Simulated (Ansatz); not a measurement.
```yaml
crystal:
  lattice:
    - [-2.61295, -4.52575, 0.00000]
    - [-2.61295, 4.52575, 0.00000]
    - [0.00000, 0.00000, -5.84529]
  atoms:
    - { symbol: Ta, position: [0.67237, 0.34345, 0.24931] }
    - { symbol: Ta, position: [0.66638, 0.32996, 0.74932] }
    - { symbol: Ta, position: [0.32829, 0.67142, 0.24932] }
    - { symbol: Ta, position: [0.33430, 0.66393, 0.74933] }
    - { symbol: Ta, position: [0.00031, 0.00046, 0.49113] }
    - { symbol: Ta, position: [0.00033, 0.00047, 0.00750] }
    - { symbol: N, position: [0.59250, 0.60581, 0.49016] }
    - { symbol: N, position: [0.59252, 0.60583, 0.00849] }
    - { symbol: N, position: [0.40814, 0.01364, 0.49017] }
    - { symbol: N, position: [0.40813, 0.01364, 0.00848] }
    - { symbol: N, position: [0.00033, 0.38481, 0.49204] }
    - { symbol: N, position: [0.00033, 0.38480, 0.00660] }
    - { symbol: N, position: [0.00033, 0.74984, 0.74932] }
```

Computed without spin polarisation.

Computed with DFT PBE, scalar-relativistic, plane waves, PAW (Ansatz).

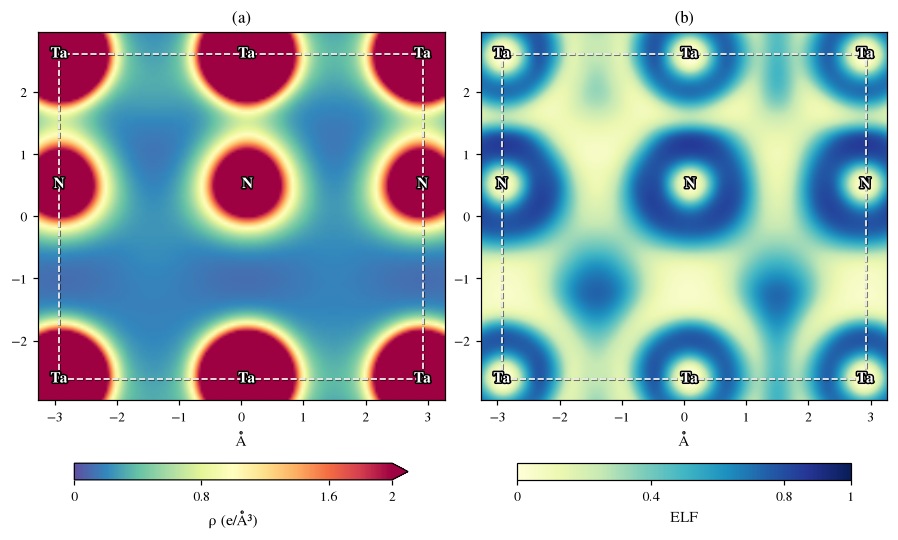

Ta₆N₇ (cell with a defect). (a) valence pseudo-density; (b) ELF on the (11̄0) plane of the calculation cell.

Core electrons are frozen (PAW), and the valence fields are smoothed inside the atomic spheres.

Question: Interpret the plot.

Answer: Atoms in the plane: Ta and N. Ta–Ta (2.83 Å): ρ at the midpoint is about 0.38 e/Å³; the ELF is about 0.50 at the midpoint. Ta–N (2.10 Å): ρ is about 0.77 e/Å³ halfway; the ELF peaks at about 0.85 in the valence shell of N, 0.6 Å from its nucleus, and is about 0.30 at the midpoint (no shared electron pair shows on this line). Between the atoms the lowest density in this plane is 0.11 e/Å³. The ELF has a maximum of about 0.75 in the space between the atoms, 1.9 Å from four Ta atoms, on no atom or two-centre bond. The features right at Ta lie inside the PAW spheres, where the map follows smoothed inner orbitals and isn't to be read closely.
